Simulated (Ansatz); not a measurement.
**Geometry relaxation of NiSb (part 2 of 2)**

NiSb (P6₃/mmc, 4 atoms in the cell); DFT PBE, scalar-relativistic, plane waves, PAW, spin-polarised (Ansatz 0.2.0); cutoff 420 eV, 10×10×8 k-mesh, Gaussian smearing of 0.05 eV, collinear spins. The structure derives from an entry of the Crystallography Open Database. It belongs to a series of runs on one base structure; here: volume × 1.040.

Geometry of the input (Å; fractional positions):
```
4.0233  0.0000  0.0000
-2.0117  3.4843  0.0000
0.0000  0.0000  5.2360
Ni 0.0000  0.0000  0.0000
Ni 0.0000  0.0000  0.5000
Sb 0.3333  0.6667  0.2500
Sb 0.6667  0.3333  0.7500
```

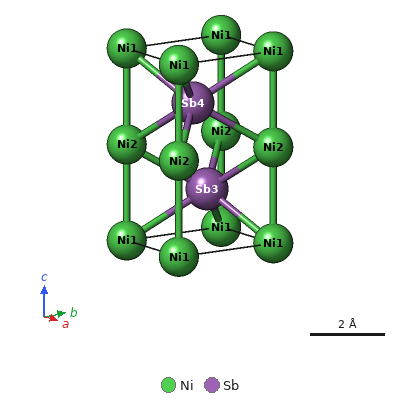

Fig. 1: The geometry at step 1 of the log (ball-and-stick view of the cell of the calculation, seen slightly off an axis; atoms are numbered from 1 in the order of the input).

Log, continued
```
relax step   1: F+E_penalty+E_count = -24649.42223213 eV  Δ(F+E_penalty+E_count) = +0.000e0 eV  max|allowed force component| = 4.048e-18 eV/Å  Δτ_max = 0.0000 Å  P = -4.051 GPa  Ω = 73.400 Å³  fix = [volume]  reactions: volume -4.051 GPa  (14 SCF iters, dr2 threshold 1.00e-7 eV, accepted)
Initial density: handed on by an earlier stage of this run
Starting moments: Σ|m| = 0.1 μB on 2 of 4 sites; this step starts from the density that it was given
Initial wavefunctions: pseudopotential atomic-orbital guess (no wavefunctions were taken with the density)
iter 1 solved again at ethr=1.10e-7 eV; its pass at ethr=3.10e-3 eV (dr2=7.26e-5 eV) is discarded
SCF iter   1: F=—  HF=-24649.422229 eV  |F-HF|=—  |Δ(HF+E_count)|=         —  Δρ=8.73e-7 (↑8.73e-7 ↓8.20e-7)  dr2=1.56e-9  dr2_m=8.97e-13  M=-0.000 μB ∫|m|=0.000 μB  β_m=0.65  ethr=1.10e-7  ⟨swp⟩=3.2  Hψ=38420  notcnv=0
eigensolver tolerance schedule: the retry pair's looser diagonalisation over-reported the residual by 46674.98 of it (diagonalisation noise at an unbounded share of the residual, at the tolerance the schedule requests for it); recorded, not acted on — ethr = c·dr2/N_el stays at c = 1.0e-1
preconditioner: auto → Kerker (q_TF=auto, 2.382 Å⁻¹)  [metal: Δε(μ)=0.035 eV  Ē_g=17.773 eV  σ=0.050 eV  W_gap=0.37  n_scr=20 (ndim 8)  ℏωp=30.6 eV  f_vac=0.008  D(μ)=1.30/eV (n_scr^D=2)]
spin=Collinear: Kerker preconditioning applied to the charge; magnetization (m = ρ↑ − ρ↓) channel mixes plain (no charge-response kernel on spin).
SCF iter   2: F=—  HF=-24649.422232 eV  |F-HF|=—  |Δ(HF+E_count)|=   2.80e-6  Δρ=4.39e-7 (↑4.25e-7 ↓4.39e-7)  dr2=4.11e-10  dr2_m=1.84e-13  M=-0.000 μB ∫|m|=0.000 μB  β_m=0.47  ethr=2.36e-12  ⟨swp⟩=3.4  Hψ=14881  notcnv=0
SCF iter   3: F=—  HF=-24649.422232 eV  |F-HF|=—  |Δ(HF+E_count)|=  9.46e-11  Δρ=3.70e-7 (↑3.70e-7 ↓3.52e-7)  dr2=4.96e-10  dr2_m=1.25e-13  M=-0.000 μB ∫|m|=0.000 μB  β_m=0.62  ethr=1.00e-12  ⟨swp⟩=2.0  Hψ=7109  notcnv=0
SCF iter   4: F=—  HF=-24649.422232 eV  |F-HF|=—  |Δ(HF+E_count)|=  6.18e-11  Δρ=1.50e-7 (↑1.50e-7 ↓1.46e-7)  dr2=9.41e-11  dr2_m=4.10e-14  M=-0.000 μB ∫|m|=0.000 μB  β_m=0.81  ethr=1.00e-12  ⟨swp⟩=2.0  Hψ=6742  notcnv=0
SCF iter   5: F=-24649.422232 eV  HF=-24649.422232 eV  |F-HF|=2.91e-11  |Δ(HF+E_count)|=  1.46e-11  Δρ=1.16e-7 (↑1.16e-7 ↓1.14e-7)  dr2=4.90e-11  dr2_m=2.39e-15  M=-0.000 μB ∫|m|=0.000 μB  ethr=1.00e-12  ⟨swp⟩=5.0  Hψ=26224  notcnv=0
the starting moments were not kept: the SCF closed with an absolute magnetisation of 6.3e-8 μB, where they sum to 0.1 μB in size (2 sites). That is at most 0.1 of that sum. Measured as dr2_m measures the in/out step, that magnetisation stands 2.6e-15 eV from none, at or under the dr2_threshold of 1.6e-10 eV: it is no larger than a step whose dr2_m would equal this threshold.
SCF 2 converged in 5 iterations: F = -24649.422232 eV  dr2 = 4.90e-11
relax step   2: F+E_penalty+E_count = -24649.42223214 eV  Δ(F+E_penalty+E_count) = -1.023e-8 eV  max|allowed force component| = 2.313e-18 eV/Å  Δτ_max = 0.0000 Å  P = -4.051 GPa  Ω = 73.400 Å³  fix = [volume]  reactions: volume -4.051 GPa  stress off target by 1.97e-2 GPa on what of the cell is left free  SCF on the basis re-selected at this cell (its energy is not comparable with the rows above)  (5 SCF iters)
basis re-selected at this cell: Δ(F+E_penalty+E_count) = -1.023e-8 eV, ΔP = -0.000 GPa vs the last step (what re-selecting the basis moved, of the pressure what is left beyond the Pulay correction that the steps carried, after the strain that the cell walked since its last selection, with what the two solves' SCF thresholds leave and, on support functions, any second-order correction that the steps lacked; it is no measure of the basis error at this ecutwfc). This SCF's stress stands 1.97e-2 GPa from its target on what of the cell is left free (relax.cell.stress_tol is 1.00e-1 GPa) and its largest allowed force component is 2.31e-18 eV/Å (relax.f_tol is 1.00e-2 eV/Å): within both
SCF converged after 5 iterations
Magnetization: -0.0000 μB (33.0000 up, 33.0000 down)
Absolute magnetization: 0.0000 μB (∫|ρ↑−ρ↓|, with the PAW one-centre terms)
Spin contamination: 0.0000 ħ² per cell (⟨S²⟩ above its minimum at these occupations)
Per-site moments (μB) at R_I (Å): [(-1.564885355765551e-8, 1.0799283083118747), (-1.5648853518545315e-8, 1.0799283083118747), (-7.096169552536023e-10, 1.0998492350185471), (-7.09616903121093e-10, 1.099849235018547)]
Free energy (F): -24649.422232 eV
Harris-Foulkes:  -24649.422232 eV  (|F-HF|=2.91e-11)
Internal energy: -24649.420608 eV  (E = F + TS)
E sigma→0 (E₀):  -24649.421420 eV
Entropy (-TS):   -0.001624 eV (-0.406 meV/atom)
Fermi energy:    13.929516 eV
--- Per-component energies (eV) ---
  E_band       = -939.822662
  E_kinetic    = 982.969190
  E_local      = -11390.200486  (includes V_loc(G=0)·N_el)
  E_nonlocal   = 2008.041864
  E_hartree    = 4966.885079
  E_xc         = -446.018884
  E_vxc        = -410.819231  (∫ρ·V_xc dr)
  E_paw        = -12423.402518  (= ΣΔE_a)
  E_vpaw       = -2063.584514  (= ΣTr[D̂ρ^β])
  E_aug_tail   = 0.001021  (compensation charges beyond the density's cutoff)
  E_ewald      = -8347.695875
  E_smearing   = -0.001624  (= −TS)
  E_closure    = -0.000000  (closes the sum)
  Σ components = -24649.422232   (vs F -24649.422232, Δ=0.00e0)
--- Forces (eV/Å), atoms counted from 1 ---
  atom   1  Ni     0.00000000     0.00000000     0.00000000
  atom   2  Ni    -0.00000000     0.00000000    -0.00000000
  atom   3  Sb     0.00000000     0.00000000     0.00000000
  atom   4  Sb     0.00000000    -0.00000000     0.00000000
  max |Σ_I F_I| component: 2.31e-18 eV/Å
--- Stress (GPa, compression-positive) ---
       -4.061040       0.000000       0.000000
        0.000000      -4.061040       0.000000
        0.000000       0.000000      -4.031467
  P = ⅓ Tr σ = -4.0512 GPa (-40.512 kbar)
--- Band table (eV; the first three rows and the last of 140) ---
  k-point 0 ↑: bands = ["-89.1625", "-89.1569", "-49.5957", "-49.5957", "-49.5895", "-49.5895", "-49.5762", "-49.5088", "-15.2422", "-15.2422", "-15.2288", "-15.2164", "-15.1961", "-15.1961", "-15.1940", "-15.1940", "-15.1938", "-15.1938", "1.5072", "5.6337", "8.1313", "10.3509", "10.3509", "11.0949", "11.6567", "11.6567", "12.0659", "12.0659", "12.7764", "12.7764", "13.9572", "14.4798", "14.4798", "16.2631", "16.2631", "17.0065", "17.6581", "18.6589", "20.2360", "20.2360"]
  k-point 1 ↑: bands = ["-89.1623", "-89.1571", "-49.5954", "-49.5954", "-49.5897", "-49.5897", "-49.5736", "-49.5114", "-15.2413", "-15.2413", "-15.2282", "-15.2168", "-15.2023", "-15.2023", "-15.1932", "-15.1932", "-15.1894", "-15.1894", "1.5907", "5.1825", "8.6719", "10.4001", "10.4001", "11.1457", "11.6879", "11.6879", "11.9804", "11.9804", "12.6773", "12.6773", "13.8720", "14.6538", "14.6538", "16.2550", "16.2550", "17.1381", "17.1618", "18.8715", "20.0565", "20.0565"]
  k-point 2 ↑: bands = ["-89.1617", "-89.1577", "-49.5948", "-49.5948", "-49.5904", "-49.5904", "-49.5664", "-49.5187", "-15.2384", "-15.2384", "-15.2268", "-15.2181", "-15.2106", "-15.2106", "-15.1911", "-15.1911", "-15.1862", "-15.1862", "1.8404", "4.3516", "9.7377", "10.5445", "10.5445", "11.2809", "11.7399", "11.7399", "11.7779", "11.7779", "12.4825", "12.4825", "13.6854", "15.0522", "15.0522", "16.1187", "16.2175", "16.2175", "17.5951", "19.1162", "19.7211", "19.7211"]
  k-point 69 ↓: bands = ["-89.1597", "-89.1597", "-49.5928", "-49.5928", "-49.5927", "-49.5927", "-49.5425", "-49.5425", "-15.2357", "-15.2357", "-15.2226", "-15.2226", "-15.2024", "-15.2024", "-15.1889", "-15.1889", "-15.1858", "-15.1858", "4.5742", "4.5742", "8.6572", "8.6572", "9.3990", "9.3990", "11.4543", "11.4543", "12.0980", "12.0980", "12.2000", "12.2000", "12.6264", "12.6264", "12.8920", "12.8920", "17.7637", "17.7637", "20.6755", "20.6755", "21.4202", "21.4202"]
--- Relaxed structure (1 steps of the walk, 1 accepted, 1 SCFs on fresh bases) ---
  F+E_penalty+E_count = -24649.42223214 eV   max|allowed force component| = 2.313e-18 eV/Å   (the final SCF, on the basis selected at the relaxed cell)
  cell:  # Å, volume = 73.4004 Å³
    - [4.023308512291931, 2.8867496385648625e-11, 0.0]
    - [-2.0116542561709654, 3.4842873788925544, 0.0]
    - [0.0, 0.0, 5.2360160403]
  atoms:
    - { symbol: Ni, position: [0.0, 0.0, 0.0] }
    - { symbol: Ni, position: [0.0, 0.0, 0.4999999999999999] }
    - { symbol: Sb, position: [0.33333333333333326, 0.6666666666666666, 0.24999999999999994] }
    - { symbol: Sb, position: [0.6666666666666667, 0.33333333333333326, 0.7499999999999998] }
--- Löwdin populations: 4 sites ---
  site symbol       q [e]    m [muB]
     0     Ni     17.6364    -0.0000
     1     Ni     17.6364    -0.0000
     2     Sb     15.1340    -0.0000
     3     Sb     15.1340    -0.0000
  spilling = 0.006958 (of n_electrons = 66.000000)
```

File populations.tsv
```
# site	symbol	l	j	q_up	q_dn
# orbitals = lowdin
# n_electrons = 66.000000
# spilling = 0.006958
0	Ni	0_3S	-	0.997415	0.997415
0	Ni	0_4S	-	0.333443	0.333443
0	Ni	1_3P	-	2.998766	2.998766
0	Ni	2_3D	-	4.488572	4.488572
1	Ni	0_3S	-	0.997415	0.997415
1	Ni	0_4S	-	0.333443	0.333443
1	Ni	1_3P	-	2.998766	2.998766
1	Ni	2_3D	-	4.488572	4.488572
2	Sb	0_5S	-	0.877564	0.877564
2	Sb	1_5P	-	1.690652	1.690652
2	Sb	2_4D	-	4.998780	4.998780
3	Sb	0_5S	-	0.877564	0.877564
3	Sb	1_5P	-	1.690652	1.690652
3	Sb	2_4D	-	4.998780	4.998780
```

Trajectory as extended XYZ (Å, eV, eV/Å), 2 frames, from step=1 to step=2
```
4
Lattice="4.0233 0.0000 0.0000 -2.0117 3.4843 0.0000 0.0000 0.0000 5.2360" Properties=species:S:1:pos:R:3:forces:R:3 step=1 energy=-24649.42223 pressure_GPa=-4.05
Ni    0.0000    0.0000    0.0000    0.0000   0.0000   0.0000
Ni    0.0000    0.0000    2.6180    0.0000   0.0000   0.0000
Sb    0.0000    2.3229    1.3090    0.0000   0.0000   0.0000
Sb    2.0117    1.1614    3.9270    0.0000   0.0000   0.0000
4
Lattice="4.0233 0.0000 0.0000 -2.0117 3.4843 0.0000 0.0000 0.0000 5.2360" Properties=species:S:1:pos:R:3:forces:R:3 step=2 energy=-24649.42223 pressure_GPa=-4.05
Ni    0.0000    0.0000    0.0000    0.0000   0.0000   0.0000
Ni    0.0000    0.0000    2.6180    0.0000   0.0000   0.0000
Sb    0.0000    2.3229    1.3090    0.0000   0.0000   0.0000
Sb    2.0117    1.1614    3.9270    0.0000   0.0000   0.0000
```

Key numbers

```json
{"quantity": "outcome", "value": "converged"}
{"quantity": "space group (tolerance 0.01 Å)", "value": "P6₃/mmc (194)"}
{"quantity": "electrons treated", "value": "66"}
{"quantity": "free energy", "value": "−24649.4222 eV"}
{"quantity": "Fermi energy", "value": "13.930 eV"}
{"quantity": "gap on the k-point mesh", "value": "none (metallic)"}
{"quantity": "net moment of the cell", "value": "0.00 μB"}
{"quantity": "integrated absolute moment", "value": "0.00 μB"}
{"quantity": "pressure", "value": "−4.05 GPa"}
{"quantity": "final volume", "value": "73.40 Å³"}
{"quantity": "largest force (length of the vector) at the end", "value": "under 0.001 eV/Å"}
{"quantity": "final cell", "value": "a = 4.023 Å, b = 4.023 Å, c = 5.236 Å, α = 90.00°, β = 90.00°, γ = 120.00°"}
{"quantity": "hardware", "value": "4 threads of Arm Neoverse V2, 24 GiB of memory available, shared host"}
{"quantity": "wall time", "value": "17 s (CPU time 67 s)"}
{"quantity": "peak memory", "value": "0.62 GiB"}
```

Remarks

The program warns: some starting moments were not kept.
